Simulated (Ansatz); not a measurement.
Consider Al3Ni5.

```
Al Ni
1.0
     6.91600    0.00000    0.00000
     0.00000    7.75307    0.00000
     0.00000    0.00000    3.53434
Al Ni
6 10
Direct
  0.00000 0.50000 0.00000
  0.50000 0.00000 0.00000
  0.00000 0.22031 0.50000
  0.50000 0.72031 0.50000
  0.00000 0.77969 0.50000
  0.50000 0.27969 0.50000
  0.00000 0.00000 0.00000
  0.50000 0.50000 0.00000
  0.25000 0.25000 0.00000
  0.75000 0.75000 0.00000
  0.25000 0.75000 0.00000
  0.75000 0.25000 0.00000
  0.27624 0.00000 0.50000
  0.77624 0.50000 0.50000
  0.22376 0.50000 0.50000
  0.72376 0.00000 0.50000
```

Space group Cmmm; a structure from a database of computed crystals, not necessarily the ambient phase; changed on purpose from its base cell (strain +0.050 along x and y, -0.050 along z, atoms carried along); not relaxed (largest force 0.4 eV/Å); computed pressure about −7 GPa in this cell; computed without spin polarisation.

Computed with DFT PBEsol, scalar-relativistic, plane waves, PAW in Ansatz.

**What will maps of the valence pseudo-density and electron localisation function show?**

Al–Ni (2.56 Å): ρ is about 0.27 e/Å³ halfway; the ELF is about 0.40 at the midpoint.
Al–Ni (2.66 Å): ρ is about 0.26 e/Å³ halfway, with its minimum of 0.22 e/Å³ about 1.0 Å from Al; the ELF is about 0.40 at the midpoint.

**Does the calculation make it a metal, or give it a gap?**

It is gapless in this calculation (a metal or semimetal).

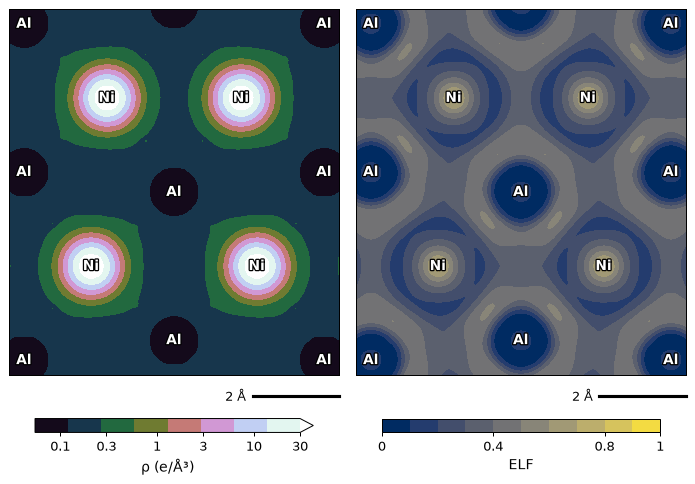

Computed valence pseudo-density and electron localisation function on the (001) plane of the conventional cell, in this order. 
